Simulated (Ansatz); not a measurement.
**Single-point calculation, with input and output: ZnO (part 2 of 2)**

Continued. System: ZnO (slab, 24 atoms in the cell). Method: DFT PBE+D3(BJ), scalar-relativistic, plane waves, PAW, no spin polarisation (Ansatz 0.2.0); cutoff 420 eV, 3×3×1 k-mesh, Gaussian smearing of 0.05 eV. The structure derives from an entry of the Crystallography Open Database. It belongs to a series of runs on one base structure; here: the slab at its places in the relaxed adsorbed structure.

Geometry of the input (Å; fractional positions):
```
6.5095  0.0000  0.0000
0.0000  5.2564  0.0000
0.0000  0.0000  25.3713
Zn 0.5000  0.9984  0.3153
Zn 0.0000  0.9984  0.3153
O  0.5000  0.6195  0.3153
O  0.0000  0.6195  0.3153
Zn 0.7500  0.4984  0.3523
Zn 0.2500  0.4984  0.3523
O  0.7500  0.1195  0.3523
O  0.2500  0.1195  0.3523
Zn 0.7500  0.9984  0.4264
Zn 0.2500  0.9984  0.4264
O  0.7500  0.6195  0.4264
O  0.2500  0.6195  0.4264
Zn 0.0022  0.4995  0.4625
Zn 0.4978  0.4995  0.4625
O  0.0018  0.1200  0.4629
O  0.4982  0.1200  0.4629
Zn -0.0100  0.9983  0.5379
Zn 0.5100  0.9983  0.5379
O  0.0038  0.6217  0.5373
O  0.4962  0.6217  0.5373
Zn 0.2500  0.5500  0.5820
Zn 0.7500  0.4765  0.5627
O  0.2500  0.0219  0.5815
O  0.7500  0.1247  0.5712
```

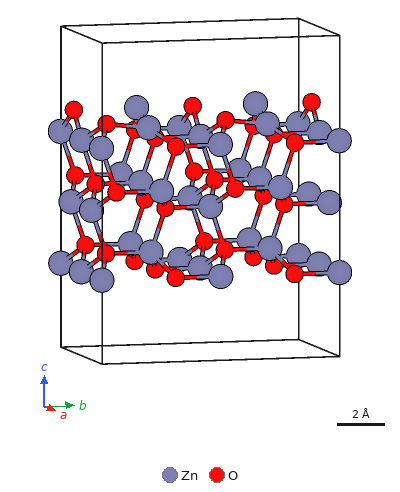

The structure (ball-and-stick view of the 1 × 2 repeat of the cell, with the vacuum cut short, seen slightly off an axis).

**What the program printed, continued**
```
SCF iter   1: F=—  HF=-46640.260389 eV  |F-HF|=—  |Δ(HF+E_count)|=         —  Δρ=1.52e-3  dr2=2.53e-2  ethr=1.77e-3  p=-0.044 e·Å  D=-9.09e-3 V/Å  ΔV_dip=0.23 eV  dr2_dipole=1.66e-3  V_vac-E_F(+/−)=5.00/4.77 eV  ⟨swp⟩=7.6  Hψ=3003  notcnv=0  defer=55
efield: sawtooth ramp at fractional position 0.9286 (placed from the atoms, in the widest stretch of the axis that holds none; the zero of the levels goes with the place), width 0.0400; the density the first Hamiltonian is built on has a dipole p = -0.044 e·Å; the dipole correction subtracts the counter field D = -9.09e-3 V/Å, which shifts the + side's vacuum level by +0.23 eV against the − side's; the planar-averaged density in the ramp window peaks in size at 2.4e-6 e/Å³
preconditioner: auto → Resta (q_TF=auto, 2.164 Å⁻¹)  ε∞=3.7  [insulator: Δε(μ)=0.428 eV  Ē_g=11.250 eV  σ=0.050 eV  W_gap=1.00  n_scr=142 (ndim 8)  ℏωp=18.5 eV  f_vac=0.631  D(μ)=0.00/eV (n_scr^D=0)  ε∞_Penn≈3.7  vacuum switching on, ρ_ref=9.2e-3 e/Å³]
SCF iter   2: F=—  HF=-46640.268264 eV  |F-HF|=—  |Δ(HF+E_count)|=   7.88e-3  Δρ=1.01e-3  dr2=7.02e-3  ethr=1.17e-5  p=-0.056 e·Å  D=-1.18e-2 V/Å  ΔV_dip=0.30 eV  dr2_dipole=3.68e-6  V_vac-E_F(+/−)=5.05/4.76 eV  ⟨swp⟩=2.6  Hψ=1287  notcnv=0  defer=93
SCF iter   3: F=—  HF=-46640.268672 eV  |F-HF|=—  |Δ(HF+E_count)|=   4.08e-4  Δρ=6.63e-4  dr2=4.52e-3  ethr=3.25e-6  p=-0.055 e·Å  D=-1.15e-2 V/Å  ΔV_dip=0.29 eV  dr2_dipole=6.48e-5  V_vac-E_F(+/−)=5.08/4.79 eV  ⟨swp⟩=2.0  Hψ=1053  notcnv=0  defer=93
SCF iter   4: F=—  HF=-46640.268631 eV  |F-HF|=—  |Δ(HF+E_count)|=   4.13e-5  Δρ=1.81e-4  dr2=2.62e-4  ethr=2.09e-6  p=-0.057 e·Å  D=-1.19e-2 V/Å  ΔV_dip=0.30 eV  dr2_dipole=2.48e-7  V_vac-E_F(+/−)=5.09/4.79 eV  ⟨swp⟩=2.0  Hψ=1050  notcnv=0  defer=93
SCF iter   5: F=—  HF=-46640.268743 eV  |F-HF|=—  |Δ(HF+E_count)|=   1.12e-4  Δρ=7.74e-5  dr2=4.94e-5  ethr=1.21e-7  p=-0.057 e·Å  D=-1.18e-2 V/Å  ΔV_dip=0.30 eV  dr2_dipole=5.45e-8  V_vac-E_F(+/−)=5.09/4.79 eV  ⟨swp⟩=2.0  Hψ=1065  notcnv=0  defer=93
SCF iter   6: F=—  HF=-46640.269031 eV  |F-HF|=—  |Δ(HF+E_count)|=   2.88e-4  Δρ=3.18e-5  dr2=7.78e-6  ethr=2.29e-8  p=-0.056 e·Å  D=-1.18e-2 V/Å  ΔV_dip=0.30 eV  dr2_dipole=2.93e-9  V_vac-E_F(+/−)=5.09/4.80 eV  ⟨swp⟩=2.0  Hψ=1065  notcnv=0  defer=93
SCF iter   7: F=—  HF=-46640.269037 eV  |F-HF|=—  |Δ(HF+E_count)|=   6.48e-6  Δρ=2.04e-5  dr2=3.42e-6  ethr=3.60e-9  p=-0.056 e·Å  D=-1.18e-2 V/Å  ΔV_dip=0.30 eV  dr2_dipole=1.67e-10  V_vac-E_F(+/−)=5.10/4.80 eV  ⟨swp⟩=2.0  Hψ=1101  notcnv=0  defer=93
SCF iter   8: F=—  HF=-46640.269037 eV  |F-HF|=—  |Δ(HF+E_count)|=   2.87e-7  Δρ=5.43e-6  dr2=2.55e-7  ethr=1.58e-9  p=-0.057 e·Å  D=-1.18e-2 V/Å  ΔV_dip=0.30 eV  dr2_dipole=2.43e-10  V_vac-E_F(+/−)=5.10/4.80 eV  ⟨swp⟩=2.0  Hψ=1100  notcnv=0  defer=93
SCF iter   9: F=-46640.269038 eV  HF=-46640.269038 eV  |F-HF|=2.99e-8  |Δ(HF+E_count)|=   2.21e-7  Δρ=2.81e-6  dr2=6.03e-8  ethr=4.63e-11  p=-0.057 e·Å  D=-1.18e-2 V/Å  ΔV_dip=0.30 eV  dr2_dipole=1.94e-10  V_vac-E_F(+/−)=5.10/4.80 eV  ⟨swp⟩=19.8  Hψ=4040  notcnv=0
SCF 1 converged in 9 iterations: F = -46640.269038 eV  dr2 = 6.03e-8
  greatest PAW one-centre occupation: 0.989 electrons in one spin orbital (limit 2), on the Zn atom at site 21 (counted from 0), in its partial waves of l = 2
SCF converged after 9 iterations
Free energy (F): -46640.269038 eV
Harris-Foulkes:  -46640.269038 eV  (|F-HF|=2.99e-8)
Internal energy: -46640.269038 eV  (E = F + TS)
E sigma→0 (E₀):  -46640.269038 eV
Fermi energy:    -0.791667 eV
Dipole field:    D = -0.011787 V/Å  (p = -0.056551 e·Å, saw-weighted, corrected)
Work function:   Φ+ = 5.0966 eV   Φ− = 4.7975 eV
Levels:          The Fermi level and band energies are counted from a zero that moves with the ramp; work functions are not
--- Per-component energies (eV) ---
  E_band       = -1441.569990
  E_kinetic    = 3653.653348
  E_local      = -263176.396308  (includes V_loc(G=0)·N_el)
  E_nonlocal   = 8004.759761
  E_hartree    = 128536.702338
  E_xc         = -2512.979133
  E_vxc        = -1729.382833  (∫ρ·V_xc dr)
  E_paw        = -23876.463570  (= ΣΔE_a)
  E_vpaw       = -5267.406786  (= ΣTr[D̂ρ^β])
  E_aug_tail   = 0.024807  (compensation charges beyond the density's cutoff)
  E_efield     = 0.000333  (sawtooth field / dipole correction)
  E_vefield    = -0.254406  (∫n·V_field dr)
  E_ewald      = 102734.450549
  E_disp       = -4.021163  (pairwise vdW)
  E_smearing   = -0.000000  (= −TS)
  E_closure    = 0.000000  (closes the sum)
  Σ components = -46640.269038   (vs F -46640.269038, Δ=0.00e0)
--- Forces (eV/Å), atoms counted from 1 ---
  atom   1  Zn    -0.00761573    -1.34420203     1.13503483
  atom   2  Zn     0.00762083    -1.34420801     1.13503855
  atom   3  O      0.00585209     0.71380754     0.12826265
  atom   4  O     -0.00586043     0.71381146     0.12824832
  atom   5  Zn     0.00002719     0.66999416    -0.80267265
  atom   6  Zn    -0.00002863     0.67039382    -0.80131706
  atom   7  O     -0.00004214     0.06473571    -0.94202273
  atom   8  O      0.00000144     0.06420832    -0.97760130
  atom   9  Zn    -0.00025533    -0.08073723     0.27827253
  atom  10  Zn    -0.00011898    -0.16879978     0.26203862
  atom  11  O      0.00007468     0.04034150     0.45354281
  atom  12  O     -0.00016771     0.08982440     0.21276904
  atom  13  Zn     0.03367385    -0.13840295    -0.10174772
  atom  14  Zn    -0.03382607    -0.13838904    -0.10157780
  atom  15  O     -0.13540509     0.02256170    -0.21089275
  atom  16  O      0.13567558     0.02256110    -0.21140838
  atom  17  Zn     1.23852930     0.36192514     0.60629044
  atom  18  Zn    -1.23892995     0.36151889     0.60625690
  atom  19  O     -0.02210881    -0.70477068     0.50734096
  atom  20  O      0.02276771    -0.70464484     0.50760286
  atom  21  Zn    -0.00045285     0.43420861    -1.31034687
  atom  22  Zn    -0.00021643    -0.13177012    -0.24122732
  atom  23  O      0.00042014     0.42881202    -0.60491788
  atom  24  O      0.00038505     0.09722356     0.34503455
  max |Σ_I F_I| component: 3.24e-6 eV/Å
--- Band table (eV; the first three rows and the last of 5) ---
  k-point 0: bands = ["-19.3455", "-19.1834", "-18.9708", "-18.9284", "-18.8385", "-18.5577", "-18.5312", "-18.4774", "-18.0419", "-17.4437", "-17.2657", "-16.6034", "-7.5937", "-7.5778", "-7.5053", "-7.4793", "-7.3793", "-7.3633", "-7.2260", "-7.2253", "-7.1735", "-7.1320", "-7.0667", "-7.0240", "-6.9885", "-6.9738", "-6.9445", "-6.9222", "-6.9033", "-6.8859", "-6.7827", "-6.7569", "-6.7146", "-6.6801", "-6.6599", "-6.6346", "-6.6339", "-6.6075", "-6.5838", "-6.5761", "-6.5217", "-6.5096", "-6.4391", "-6.4313", "-6.3112", "-6.2707", "-6.1542", "-6.1530", "-6.0930", "-6.0439", "-6.0138", "-5.9862", "-5.9714", "-5.9565", "-5.9462", "-5.9151", "-5.9076", "-5.8549", "-5.8044", "-5.7862", "-5.7566", "-5.7146", "-5.7055", "-5.7014", "-5.5477", "-5.4459", "-5.4226", "-5.3972", "-5.3778", "-5.3741", "-5.3727", "-5.3105", "-5.2859", "-5.2255", "-5.1360", "-5.0760", "-5.0294", "-4.8702", "-4.8636", "-4.4778", "-4.4623", "-4.3094", "-4.1735", "-4.0933", "-4.0689", "-4.0319", "-3.9781", "-3.6530", "-3.3902", "-3.0843", "-2.9666", "-2.9586", "-2.7027", "-2.6443", "-2.6081", "-2.4305", "-2.3218", "-2.2334", "-2.1316", "-2.0345", "-1.8807", "-1.7619", "-1.7523", "-1.6509", "-1.5594", "-1.3089", "-1.1494", "-0.9997", "-0.5836", "0.2337", "1.7353", "2.3463", "2.7409", "3.5943", "3.9399", "4.1864", "4.3943", "4.3986", "4.5513", "4.7641", "5.0721", "5.2614", "5.4525", "5.6336", "5.8318", "6.0527", "6.2054", "6.2281", "6.4030", "6.4928", "6.6564", "6.8159"]
  k-point 1: bands = ["-19.2427", "-19.1574", "-18.9435", "-18.9035", "-18.8076", "-18.6500", "-18.5681", "-18.4911", "-18.0619", "-17.4658", "-17.2563", "-16.5991", "-7.6430", "-7.5952", "-7.5860", "-7.5266", "-7.3999", "-7.3767", "-7.3651", "-7.3569", "-7.3504", "-7.3255", "-7.1661", "-7.1456", "-7.1132", "-7.0830", "-6.9889", "-6.9120", "-6.9110", "-6.8629", "-6.8457", "-6.8204", "-6.7810", "-6.7727", "-6.7550", "-6.7338", "-6.7044", "-6.6808", "-6.6467", "-6.6271", "-6.6164", "-6.5454", "-6.4775", "-6.4522", "-6.4471", "-6.4164", "-6.3441", "-6.3288", "-6.2764", "-6.2503", "-6.1478", "-6.0455", "-6.0357", "-6.0050", "-5.9897", "-5.9051", "-5.8414", "-5.8165", "-5.7865", "-5.7699", "-5.6855", "-5.6739", "-5.6409", "-5.6353", "-5.5933", "-5.5018", "-5.4638", "-5.4413", "-5.3983", "-5.3875", "-5.2813", "-5.2776", "-5.0052", "-4.9751", "-4.9432", "-4.9298", "-4.8752", "-4.6709", "-4.6519", "-4.5844", "-4.3621", "-4.2022", "-3.6807", "-3.6522", "-3.5014", "-3.2646", "-3.2527", "-3.2314", "-3.0993", "-3.0785", "-2.8404", "-2.8330", "-2.7277", "-2.6965", "-2.5639", "-2.4568", "-2.4427", "-2.3783", "-2.2687", "-2.2092", "-2.0738", "-1.9480", "-1.8234", "-1.7450", "-1.4980", "-1.2713", "-1.2622", "-1.1263", "0.6801", "0.9188", "2.1909", "2.5906", "3.0826", "3.3570", "3.6791", "4.1117", "4.2341", "4.3240", "4.3633", "4.5853", "4.8080", "4.9023", "5.0623", "5.2616", "5.5266", "5.5854", "5.6545", "6.2904", "6.4145", "6.5492", "6.7180", "6.7195"]
  k-point 2: bands = ["-19.2598", "-19.1216", "-19.0740", "-18.9915", "-18.7802", "-18.6464", "-18.5075", "-18.4675", "-18.0375", "-17.4002", "-17.3113", "-16.6069", "-7.6101", "-7.5263", "-7.4634", "-7.4286", "-7.4155", "-7.3740", "-7.2379", "-7.2036", "-7.1573", "-7.1087", "-7.0685", "-7.0189", "-6.9921", "-6.9780", "-6.9565", "-6.8948", "-6.8854", "-6.8597", "-6.8102", "-6.7757", "-6.7525", "-6.7429", "-6.7080", "-6.6943", "-6.6675", "-6.6327", "-6.6121", "-6.5931", "-6.5585", "-6.4723", "-6.4451", "-6.2980", "-6.2408", "-6.2231", "-6.2023", "-6.1566", "-6.1059", "-6.0596", "-6.0207", "-6.0115", "-5.9931", "-5.9379", "-5.8892", "-5.8112", "-5.8071", "-5.7875", "-5.7683", "-5.7503", "-5.7364", "-5.6924", "-5.6454", "-5.5800", "-5.5372", "-5.5043", "-5.4765", "-5.4609", "-5.4280", "-5.3966", "-5.3702", "-5.3430", "-5.3229", "-5.2866", "-5.1847", "-5.0882", "-4.9642", "-4.8782", "-4.7457", "-4.5787", "-4.4692", "-4.2803", "-4.1667", "-4.0775", "-3.8970", "-3.7777", "-3.6916", "-3.6276", "-3.4723", "-3.3180", "-3.2656", "-3.0473", "-2.9869", "-2.6354", "-2.5994", "-2.4888", "-2.3572", "-2.2539", "-2.1390", "-2.0056", "-1.9035", "-1.8443", "-1.8015", "-1.6620", "-1.6265", "-1.5535", "-1.4152", "-1.3755", "0.1821", "0.5708", "1.5829", "1.7826", "2.4975", "3.2083", "4.0075", "4.3514", "4.6978", "4.8847", "4.9965", "5.2501", "5.3959", "5.5420", "5.6034", "5.8586", "6.0298", "6.1166", "6.2291", "6.3713", "6.4515", "6.4808", "6.5860", "6.7247"]
  k-point 4: bands = ["-19.1703", "-19.0974", "-19.0200", "-18.9713", "-18.7542", "-18.6369", "-18.6038", "-18.5247", "-18.0560", "-17.4147", "-17.3101", "-16.6049", "-7.6473", "-7.5532", "-7.4990", "-7.4757", "-7.4546", "-7.4016", "-7.3675", "-7.3289", "-7.3066", "-7.2985", "-7.1729", "-7.1196", "-7.0761", "-7.0596", "-7.0289", "-6.9880", "-6.9420", "-6.8917", "-6.8715", "-6.8573", "-6.8364", "-6.8176", "-6.7772", "-6.7484", "-6.7015", "-6.6907", "-6.6776", "-6.6599", "-6.6221", "-6.6068", "-6.5417", "-6.5130", "-6.3965", "-6.3525", "-6.3226", "-6.2607", "-6.2253", "-6.1709", "-6.1174", "-6.0507", "-6.0301", "-5.9852", "-5.9702", "-5.9076", "-5.8591", "-5.8045", "-5.7899", "-5.7784", "-5.7431", "-5.6995", "-5.6436", "-5.6029", "-5.5738", "-5.5220", "-5.4854", "-5.4685", "-5.4169", "-5.3825", "-5.3554", "-5.3143", "-4.9412", "-4.9063", "-4.7822", "-4.7048", "-4.6032", "-4.5443", "-4.4421", "-4.3385", "-4.2385", "-4.0804", "-3.9165", "-3.8763", "-3.4767", "-3.4436", "-3.3686", "-3.3406", "-3.1103", "-3.0562", "-3.0395", "-2.9484", "-2.8788", "-2.8068", "-2.7450", "-2.4736", "-2.4013", "-2.3513", "-2.2540", "-2.2388", "-2.0814", "-1.8819", "-1.7953", "-1.7316", "-1.6811", "-1.5547", "-1.4684", "-1.3167", "0.9499", "1.1805", "1.9542", "2.3172", "2.8360", "3.4510", "3.8719", "4.1153", "4.5525", "4.6431", "4.8510", "4.9341", "5.0068", "5.2196", "5.3635", "5.6733", "5.8520", "5.8894", "6.0570", "6.1772", "6.3283", "6.5615", "6.6592", "6.7718"]
```

**Summary**

```json
{"quantity": "outcome", "value": "converged"}
{"quantity": "electrons treated", "value": "216"}
{"quantity": "free energy", "value": "−46640.2690 eV"}
{"quantity": "work function, top face", "value": "5.10 eV"}
{"quantity": "work function, bottom face", "value": "4.80 eV"}
{"quantity": "Fermi energy", "value": "−0.792 eV"}
{"quantity": "gap on the k-point mesh", "value": "0.42 eV"}
{"quantity": "work function (upper face)", "value": "5.10 eV"}
{"quantity": "largest force (length of the vector)", "value": "1.759 eV/Å"}
{"quantity": "hardware", "value": "8 threads of Intel Xeon (Granite Rapids), 32 GiB of memory available, shared host"}
{"quantity": "wall time", "value": "6.7 s (CPU time 50 s)"}
{"quantity": "peak memory", "value": "2.6 GiB"}
```
